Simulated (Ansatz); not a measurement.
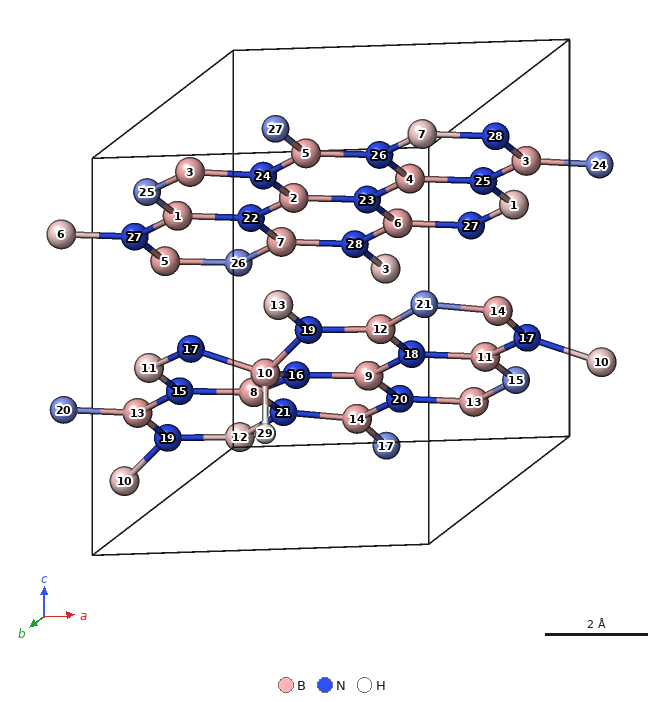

Fig. 1: The structure as given in the input (ball-and-stick view of the cell of the calculation, seen at an oblique angle; neighbours outside the cell are drawn fainter; atoms are numbered from 1 in the order of the input). An atom can appear more than once, as a periodic image.

## Nudged elastic band of B₁₄HN₁₄ (charge −1) (part 1 of 3)

B₁₄HN₁₄ (defect cell, 29 atoms in the cell, total charge −1), computed with DFT PBE, scalar-relativistic, plane waves, PAW, no spin polarisation (Ansatz 0.2.0).

The structure derives from a Materials Project entry. It belongs to a series of runs on one base structure; here: climbing-image band for the jump of H by 2.13 A. Figures and captions count atoms from 1; the log counts them from 0 in places.

## Input
```yaml
crystal:
  lattice:
    - [6.2804528854, -2.1756126984, 0.0]
    - [-5.0243623083, -4.3512253968, 0.0]
    - [0.0, 0.0, -8.3431560662]
  atoms:
    - { symbol: B, position: [0.0945758859, 0.620353658, 0.7494857177] }
    - { symbol: B, position: [0.3798160391, 0.4768977146, 0.7476043196] }
    - { symbol: B, position: [0.9522305105, 0.1918637075, 0.7475788347] }
    - { symbol: B, position: [0.6659154336, 0.3345706069, 0.74946458] }
    - { symbol: B, position: [0.2372709228, 0.049338358, 0.7477162751] }
    - { symbol: B, position: [0.8088374085, 0.7632385216, 0.749562953] }
    - { symbol: B, position: [0.5231048021, 0.906055662, 0.7494541771] }
    - { symbol: B, position: [0.3378363113, 0.6611650538, 0.3093587624] }
    - { symbol: B, position: [0.6208911341, 0.5214776647, 0.3050091053] }
    - { symbol: B, position: [0.1937894879, 0.2344153155, 0.2452087459] }
    - { symbol: B, position: [0.9065356902, 0.3743197386, 0.3046764376] }
    - { symbol: B, position: [0.4763565622, 0.0901537204, 0.3091207987] }
    - { symbol: B, position: [0.0536319683, 0.8071337009, 0.3048332112] }
    - { symbol: B, position: [0.7667979152, 0.9516324156, 0.3093261638] }
    - { symbol: "N", position: [0.0983504353, 0.6141209656, 0.3059753924] }
    - { symbol: "N", position: [0.3867986924, 0.4754832378, 0.3006152286] }
    - { symbol: "N", position: [0.9525313943, 0.1862257462, 0.300275597] }
    - { symbol: "N", position: [0.6688269818, 0.3296378707, 0.3059654025] }
    - { symbol: "N", position: [0.2417261976, 0.0412305963, 0.3003895494] }
    - { symbol: "N", position: [0.8138693191, 0.7591957187, 0.3062305649] }
    - { symbol: "N", position: [0.5270005935, 0.9009928056, 0.3190407453] }
    - { symbol: "N", position: [0.3326415313, 0.6679156972, 0.7500016206] }
    - { symbol: "N", position: [0.6183451127, 0.5250800755, 0.7499651664] }
    - { symbol: "N", position: [0.1897620689, 0.2393880931, 0.7444667649] }
    - { symbol: "N", position: [0.9040843324, 0.3822526615, 0.7498762272] }
    - { symbol: "N", position: [0.4754487181, 0.0965152559, 0.7499104476] }
    - { symbol: "N", position: [0.0469078882, 0.8108254738, 0.7499983794] }
    - { symbol: "N", position: [0.7612273453, 0.9537054411, 0.749992777] }
    - { symbol: H, position: [0.1941576717, 0.2347557718, 0.0936776738] }
total_charge: -1
basis:
  ecutwfc: 420
  xc_grid: 2
kpoints:
  mp_grid: { grid: [2, 2, 2], shift: [0.0, 0.0, 0.0] }
hamiltonian:
  xc: pbe
scf:
  occupations: { method: gaussian, width: 0.02 }
output:
  forces: true
neb:
  images: 5
  f_tol: 0.05
  max_iterations: 70
  order_check: false
  final_atoms:
    - { symbol: B, position: [0.0994134694, 0.6208911341, 0.6949908947] }
    - { symbol: B, position: [0.3862028417, 0.4763565622, 0.6908792013] }
    - { symbol: B, position: [0.9593741724, 0.1937894879, 0.7547912541] }
    - { symbol: B, position: [0.6766712575, 0.3378363113, 0.6906412376] }
    - { symbol: B, position: [0.2464982674, 0.0536319683, 0.6951667888] }
    - { symbol: B, position: [0.8151654996, 0.7667979152, 0.6906738362] }
    - { symbol: B, position: [0.5322159515, 0.9065356902, 0.6953235624] }
    - { symbol: B, position: [0.3313448266, 0.6659154336, 0.25053542] }
    - { symbol: B, position: [0.61704914, 0.5231048021, 0.2505458229] }
    - { symbol: B, position: [0.1879325649, 0.2372709228, 0.2522837249] }
    - { symbol: B, position: [0.9029183245, 0.3798160391, 0.2523956804] }
    - { symbol: B, position: [0.474222228, 0.0945758859, 0.2505142823] }
    - { symbol: B, position: [0.0455988868, 0.8088374085, 0.250437047] }
    - { symbol: B, position: [0.760366803, 0.9522305105, 0.2524211653] }
    - { symbol: "N", position: [0.0932650372, 0.6183451127, 0.2500348336] }
    - { symbol: "N", position: [0.3789334622, 0.4754487181, 0.2500895524] }
    - { symbol: "N", position: [0.9503739758, 0.1897620689, 0.2555332351] }
    - { symbol: "N", position: [0.6647258342, 0.3326415313, 0.2499983794] }
    - { symbol: "N", position: [0.2360824145, 0.0469078882, 0.2500016206] }
    - { symbol: "N", position: [0.8075219041, 0.7612273453, 0.250007223] }
    - { symbol: "N", position: [0.5218316709, 0.9040843324, 0.2501237728] }
    - { symbol: "N", position: [0.3391891112, 0.6688269818, 0.6940345975] }
    - { symbol: "N", position: [0.6260077879, 0.5270005935, 0.6809592547] }
    - { symbol: "N", position: [0.2004956014, 0.2417261976, 0.6996104506] }
    - { symbol: "N", position: [0.9113154546, 0.3867986924, 0.6993847714] }
    - { symbol: "N", position: [0.4842294698, 0.0983504353, 0.6940246076] }
    - { symbol: "N", position: [0.0546736004, 0.8138693191, 0.6937694351] }
    - { symbol: "N", position: [0.7663056481, 0.9525313943, 0.699724403] }
    - { symbol: H, position: [-0.0405981001, 0.1941576717, -0.0936776738] }
```

Launch command:
```bash
ansatz run input.yaml --threads 4 --pin off --max-ram 10240MiB --backend cpu --events-out ev --progress --plain --runs-dir out
```

## The program's output
```
Warning: neb: disabling space-group detection — the band's intermediate images generally break the endpoint symmetry, so no spatial operation reduces the k-mesh or symmetrises the density, except that a semilocal band can use its path's symmetry ahead of convergence; time reversal is kept, so that k and −k are solved as one point where they differ and the mesh holds both, and exact exchange and, on two spinor components, a DFT+U term hold to it where the run has them: on two components no moment then forms, and a state that bears one, which a typed moment (crystal.atoms[].spin; refused beside efield: under a hybrid functional) reaches, can lie lower, under hf by electronvolts; crystal.symmetry.detect: false (a key that needs symmetry detection or time reversal refuses this as the deck is read) with time_reversal: false beside it drops time reversal too
Engine: ansatz 0.2.0, aarch64-unknown-linux-gnu
Pseudopotentials: kind: paw
Pseudopotential: B, paw, valence charge 3, recommended cutoff 420 eV (normal), B.paw.azcp
Pseudopotential: N, paw, valence charge 5, recommended cutoff 420 eV (normal), N.paw.azcp
Pseudopotential: H, paw, valence charge 1, recommended cutoff 420 eV (normal), H.paw.azcp
Functional definition: PBE
  parameter kappa = 0.804
  parameter beta = 0.06672455060314922
  exchange = pbe_x(kappa = kappa, mu = beta*pi^2/3)
  correlation = pbe_c(beta = beta)
parallel-image band execution: 4 concurrent image workers
NEB image 0
Crystal: 29 atoms, lattice volume = 319.199 Å³
Basis set: ecut = 420 eV, 6195 PW (Γ), exchange–correlation on 90×90×120 points (8 copies of the dense FFT grid, shifted against one another)
Bands: 86, of which v1, the nominal top of the filled ones, is band 57 counted from 1 (56 counted from 0)
Symmetry: 1 space group operations
k-points: 8
Non-local potential: B, projectors of the file, l = 0: 2, l = 1: 2, l = 2: 1
Non-local potential: N, projectors of the file, l = 0: 2, l = 1: 2, l = 2: 1
Non-local potential: H, projectors of the file, l = 0: 2, l = 1: 1
PAW form: soft (Blöchl's): semilocal exchange-correlation on the pseudo side does not see the compensation charge
PAW one-centre angular grid: B, 110 points (default); XC on 64 Gauss nodes
PAW one-centre angular grid: N, 110 points (default); XC on 64 Gauss nodes
PAW one-centre angular grid: H, 110 points (default); XC on 64 Gauss nodes
Initial density: superposition of atomic densities (neutral atoms scaled as one to the charged cell's electrons: chi_scale 0, normalization atom), corrected by the library's trained network
Initial wavefunctions: pseudopotential atomic-orbital guess
Functional: x = pbe(κ = 0.804, μ = 0.2195149727645171), c = pbe(β = 0.06672455060314922)
SCF iter   1: F=—  HF=-7604.108479 eV  |F-HF|=—  |Δ(HF+E_count)|=         —  Δρ=1.31e-2  dr2=9.12e-1  ethr=1.77e-3  ⟨swp⟩=6.4  Hψ=3223  notcnv=0  defer=111
preconditioner: auto → Resta (q_TF=auto, 2.298 Å⁻¹)  ε∞=3.1  [insulator: Δε(μ)=3.478 eV  Ē_g=15.150 eV  σ=0.020 eV  W_gap=1.00  n_scr=60 (ndim 8)  ℏωp=22.2 eV  f_vac=0.193  D(μ)=0.00/eV (n_scr^D=0)  ε∞_Penn≈3.1]
SCF iter   2: F=—  HF=-7603.837917 eV  |F-HF|=—  |Δ(HF+E_count)|=   2.71e-1  Δρ=3.78e-3  dr2=2.08e-1  ethr=8.00e-4  ⟨swp⟩=2.0  Hψ=1155  notcnv=0  defer=181
SCF iter   3: F=—  HF=-7603.757755 eV  |F-HF|=—  |Δ(HF+E_count)|=   8.02e-2  Δρ=1.73e-3  dr2=6.70e-2  ethr=1.82e-4  ⟨swp⟩=2.2  Hψ=762  notcnv=0  defer=181
SCF iter   4: F=—  HF=-7603.721607 eV  |F-HF|=—  |Δ(HF+E_count)|=   3.61e-2  Δρ=8.27e-4  dr2=4.57e-3  ethr=5.87e-5  ⟨swp⟩=3.0  Hψ=1089  notcnv=0  defer=181
SCF iter   5: F=—  HF=-7603.720986 eV  |F-HF|=—  |Δ(HF+E_count)|=   6.21e-4  Δρ=4.09e-4  dr2=5.13e-4  ethr=4.01e-6  ⟨swp⟩=2.0  Hψ=868  notcnv=0  defer=181
SCF iter   6: F=—  HF=-7603.720998 eV  |F-HF|=—  |Δ(HF+E_count)|=   1.16e-5  Δρ=1.76e-4  dr2=1.00e-4  ethr=4.50e-7  ⟨swp⟩=2.0  Hψ=937  notcnv=0  defer=181
SCF iter   7: F=—  HF=-7603.721005 eV  |F-HF|=—  |Δ(HF+E_count)|=   7.04e-6  Δρ=2.93e-5  dr2=3.28e-6  ethr=8.79e-8  ⟨swp⟩=2.0  Hψ=881  notcnv=0  defer=181
SCF iter   8: F=—  HF=-7603.720930 eV  |F-HF|=—  |Δ(HF+E_count)|=   7.55e-5  Δρ=8.13e-6  dr2=2.46e-7  ethr=2.88e-9  ⟨swp⟩=2.0  Hψ=964  notcnv=0  defer=181
SCF iter   9: F=-7603.720930 eV  HF=-7603.720930 eV  |F-HF|=5.19e-8  |Δ(HF+E_count)|=   2.81e-7  Δρ=5.67e-6  dr2=8.80e-8  ethr=8.77e-11  ⟨swp⟩=4.8  Hψ=2074  notcnv=0
SCF 1 converged in 9 iterations: F = -7603.720930 eV  dr2 = 8.80e-8
  greatest PAW one-centre occupation: 0.797 electrons in one spin orbital (limit 2), on the N atom at site 23 (counted from 0), in its partial waves of l = 0
NSCF: frozen V_eff on 8 k-points
NEB image 6
SCF iter   1: F=—  HF=-7604.108524 eV  |F-HF|=—  |Δ(HF+E_count)|=         —  Δρ=1.31e-2  dr2=9.12e-1  ethr=1.77e-3  ⟨swp⟩=6.4  Hψ=3230  notcnv=0  defer=114
preconditioner: auto → Resta (q_TF=auto, 2.298 Å⁻¹)  ε∞=3.1  [insulator: Δε(μ)=3.478 eV  Ē_g=15.151 eV  σ=0.020 eV  W_gap=1.00  n_scr=60 (ndim 8)  ℏωp=22.2 eV  f_vac=0.193  D(μ)=0.00/eV (n_scr^D=0)  ε∞_Penn≈3.1]
SCF iter   2: F=—  HF=-7603.837884 eV  |F-HF|=—  |Δ(HF+E_count)|=   2.71e-1  Δρ=3.78e-3  dr2=2.08e-1  ethr=8.00e-4  ⟨swp⟩=2.0  Hψ=1151  notcnv=0  defer=181
SCF iter   3: F=—  HF=-7603.757720 eV  |F-HF|=—  |Δ(HF+E_count)|=   8.02e-2  Δρ=1.73e-3  dr2=6.70e-2  ethr=1.82e-4  ⟨swp⟩=2.5  Hψ=762  notcnv=0  defer=181
SCF iter   4: F=—  HF=-7603.721608 eV  |F-HF|=—  |Δ(HF+E_count)|=   3.61e-2  Δρ=8.28e-4  dr2=4.56e-3  ethr=5.87e-5  ⟨swp⟩=3.0  Hψ=1102  notcnv=0  defer=181
SCF iter   5: F=—  HF=-7603.720983 eV  |F-HF|=—  |Δ(HF+E_count)|=   6.25e-4  Δρ=4.03e-4  dr2=5.00e-4  ethr=4.00e-6  ⟨swp⟩=2.0  Hψ=858  notcnv=0  defer=181
SCF iter   6: F=—  HF=-7603.720998 eV  |F-HF|=—  |Δ(HF+E_count)|=   1.51e-5  Δρ=1.77e-4  dr2=1.01e-4  ethr=4.38e-7  ⟨swp⟩=2.0  Hψ=937  notcnv=0  defer=181
SCF iter   7: F=—  HF=-7603.720997 eV  |F-HF|=—  |Δ(HF+E_count)|=   9.36e-7  Δρ=2.95e-5  dr2=3.36e-6  ethr=8.85e-8  ⟨swp⟩=2.0  Hψ=881  notcnv=0  defer=181
SCF iter   8: F=—  HF=-7603.720930 eV  |F-HF|=—  |Δ(HF+E_count)|=   6.75e-5  Δρ=7.71e-6  dr2=2.26e-7  ethr=2.95e-9  ⟨swp⟩=2.0  Hψ=968  notcnv=0  defer=181
SCF iter   9: F=-7603.720930 eV  HF=-7603.720930 eV  |F-HF|=5.27e-8  |Δ(HF+E_count)|=   2.87e-7  Δρ=5.45e-6  dr2=8.40e-8  ethr=8.77e-11  ⟨swp⟩=4.4  Hψ=2055  notcnv=0
SCF 2 converged in 9 iterations: F = -7603.720930 eV  dr2 = 8.40e-8
[... from here on the iterations of each SCF are left out, up to the last one ...]
NSCF: frozen V_eff on 8 k-points
NEB end point (image 0): max|allowed force component| = 1.029e-2 eV/Å (the criterion of neb.relax_end_points is 1.000e-2)
NEB end point (image 6): max|allowed force component| = 1.030e-2 eV/Å (the criterion of neb.relax_end_points is 1.000e-2)
NEB image 1
preconditioner: auto → Resta (q_TF=auto, 2.298 Å⁻¹)  ε∞=3.1  [insulator: Δε(μ)=3.264 eV  Ē_g=15.146 eV  σ=0.020 eV  W_gap=1.00  n_scr=60 (ndim 8)  ℏωp=22.2 eV  f_vac=0.188  D(μ)=0.00/eV (n_scr^D=0)  ε∞_Penn≈3.1]
SCF 3 converged in 9 iterations: F = -7603.282733 eV  dr2 = 7.83e-8
NEB image 2
preconditioner: auto → Resta (q_TF=auto, 2.298 Å⁻¹)  ε∞=3.2  [insulator: Δε(μ)=3.135 eV  Ē_g=15.120 eV  σ=0.020 eV  W_gap=1.00  n_scr=60 (ndim 8)  ℏωp=22.2 eV  f_vac=0.181  D(μ)=0.00/eV (n_scr^D=0)  ε∞_Penn≈3.2]
SCF 4 converged in 9 iterations: F = -7602.632382 eV  dr2 = 6.47e-8
NEB image 3
preconditioner: auto → Resta (q_TF=auto, 2.298 Å⁻¹)  ε∞=3.2  [insulator: Δε(μ)=3.242 eV  Ē_g=15.098 eV  σ=0.020 eV  W_gap=1.00  n_scr=60 (ndim 8)  ℏωp=22.2 eV  f_vac=0.178  D(μ)=0.00/eV (n_scr^D=0)  ε∞_Penn≈3.2]
SCF 5 converged in 9 iterations: F = -7602.350225 eV  dr2 = 3.54e-8
NEB image 4
preconditioner: auto → Resta (q_TF=auto, 2.298 Å⁻¹)  ε∞=3.2  [insulator: Δε(μ)=3.145 eV  Ē_g=15.120 eV  σ=0.020 eV  W_gap=1.00  n_scr=60 (ndim 8)  ℏωp=22.2 eV  f_vac=0.181  D(μ)=0.00/eV (n_scr^D=0)  ε∞_Penn≈3.2]
SCF 6 converged in 9 iterations: F = -7602.618309 eV  dr2 = 5.73e-8
NEB image 5
preconditioner: auto → Resta (q_TF=auto, 2.298 Å⁻¹)  ε∞=3.1  [insulator: Δε(μ)=3.276 eV  Ē_g=15.146 eV  σ=0.020 eV  W_gap=1.00  n_scr=60 (ndim 8)  ℏωp=22.2 eV  f_vac=0.188  D(μ)=0.00/eV (n_scr^D=0)  ε∞_Penn≈3.1]
SCF 7 converged in 9 iterations: F = -7603.273470 eV  dr2 = 6.79e-8
NEB iter   1: max|band force component| = 1.252e0 eV/Å  barrier→ = 1.3707 eV  barrier← = 1.3707 eV  Δτ_max = 0.2000 Å  (63 SCF iters)
NEB image 1
Initial density: handed on by an earlier stage of this run
Initial wavefunctions: those handed on with the density
preconditioner: auto → Resta (q_TF=auto, 2.298 Å⁻¹)  ε∞=3.1  [insulator: Δε(μ)=2.441 eV  Ē_g=15.262 eV  σ=0.020 eV  W_gap=1.00  n_scr=60 (ndim 8)  ℏωp=22.2 eV  f_vac=0.177  D(μ)=0.00/eV (n_scr^D=0)  ε∞_Penn≈3.1]
SCF 8 converged in 9 iterations: F = -7603.609220 eV  dr2 = 2.58e-8
NEB image 2
preconditioner: auto → Resta (q_TF=auto, 2.298 Å⁻¹)  ε∞=3.1  [insulator: Δε(μ)=2.428 eV  Ē_g=15.322 eV  σ=0.020 eV  W_gap=1.00  n_scr=60 (ndim 8)  ℏωp=22.2 eV  f_vac=0.180  D(μ)=0.00/eV (n_scr^D=0)  ε∞_Penn≈3.1]
SCF 9 converged in 9 iterations: F = -7603.224051 eV  dr2 = 5.03e-8
NEB image 3
preconditioner: auto → Resta (q_TF=auto, 2.298 Å⁻¹)  ε∞=3.1  [insulator: Δε(μ)=2.341 eV  Ē_g=15.328 eV  σ=0.020 eV  W_gap=1.00  n_scr=60 (ndim 8)  ℏωp=22.2 eV  f_vac=0.181  D(μ)=0.00/eV (n_scr^D=0)  ε∞_Penn≈3.1]
SCF 10 converged in 9 iterations: F = -7602.678503 eV  dr2 = 1.28e-8
NEB image 4
preconditioner: auto → Resta (q_TF=auto, 2.298 Å⁻¹)  ε∞=3.1  [insulator: Δε(μ)=2.405 eV  Ē_g=15.321 eV  σ=0.020 eV  W_gap=1.00  n_scr=60 (ndim 8)  ℏωp=22.2 eV  f_vac=0.182  D(μ)=0.00/eV (n_scr^D=0)  ε∞_Penn≈3.1]
SCF 11 converged in 9 iterations: F = -7603.161700 eV  dr2 = 4.41e-8
NEB image 5
preconditioner: auto → Resta (q_TF=auto, 2.298 Å⁻¹)  ε∞=3.1  [insulator: Δε(μ)=2.437 eV  Ē_g=15.264 eV  σ=0.020 eV  W_gap=1.00  n_scr=60 (ndim 8)  ℏωp=22.2 eV  f_vac=0.180  D(μ)=0.00/eV (n_scr^D=0)  ε∞_Penn≈3.1]
SCF 12 converged in 9 iterations: F = -7603.604966 eV  dr2 = 2.95e-8
NEB iter   2: max|band force component| = 2.031e0 eV/Å  barrier→ = 1.0424 eV  barrier← = 1.0424 eV  Δτ_max = 0.1016 Å  (45 SCF iters)
[... from here on the SCF iterations and repeated set-up lines of each step are left out, up to the last step ...]
NEB image 1
SCF 13 converged in 9 iterations: F = -7603.663412 eV  dr2 = 1.71e-8
NEB image 2
SCF 14 converged in 9 iterations: F = -7603.507797 eV  dr2 = 9.85e-9
NEB image 3
SCF 15 converged in 9 iterations: F = -7602.801965 eV  dr2 = 6.07e-9
NEB image 4
SCF 16 converged in 9 iterations: F = -7603.376921 eV  dr2 = 5.19e-9
NEB image 5
SCF 17 converged in 9 iterations: F = -7603.667608 eV  dr2 = 1.63e-8
NEB iter   3: max|band force component| = 1.972e0 eV/Å  barrier→ = 0.9190 eV  barrier← = 0.9190 eV  Δτ_max = 0.0996 Å  (45 SCF iters)
NEB image 1
SCF 18 converged in 8 iterations: F = -7603.711455 eV  dr2 = 1.47e-8
NEB image 2
SCF 19 converged in 9 iterations: F = -7603.677438 eV  dr2 = 1.49e-8
NEB image 3
SCF 20 converged in 9 iterations: F = -7602.957491 eV  dr2 = 1.31e-8
NEB image 4
SCF 21 converged in 8 iterations: F = -7603.542555 eV  dr2 = 8.95e-8
NEB image 5
SCF 22 converged in 8 iterations: F = -7603.710303 eV  dr2 = 1.38e-8
NEB iter   4: max|band force component| = 1.133e0 eV/Å  barrier→ = 0.7634 eV  barrier← = 0.7634 eV  Δτ_max = 0.2000 Å  (42 SCF iters)
NEB image 1
SCF 23 converged in 8 iterations: F = -7603.715664 eV  dr2 = 1.59e-8
NEB image 2
SCF 24 converged in 9 iterations: F = -7603.690724 eV  dr2 = 1.10e-8
NEB image 3
SCF 25 converged in 9 iterations: F = -7603.195185 eV  dr2 = 2.87e-8
NEB image 4
SCF 26 converged in 9 iterations: F = -7603.282646 eV  dr2 = 9.62e-8
NEB image 5
SCF 27 converged in 8 iterations: F = -7603.716228 eV  dr2 = 1.43e-8
NEB iter   5: max|band force component| = 4.039e0 eV/Å  barrier→ = 0.5257 eV  barrier← = 0.5257 eV  Δτ_max = 0.1000 Å  (43 SCF iters)
```
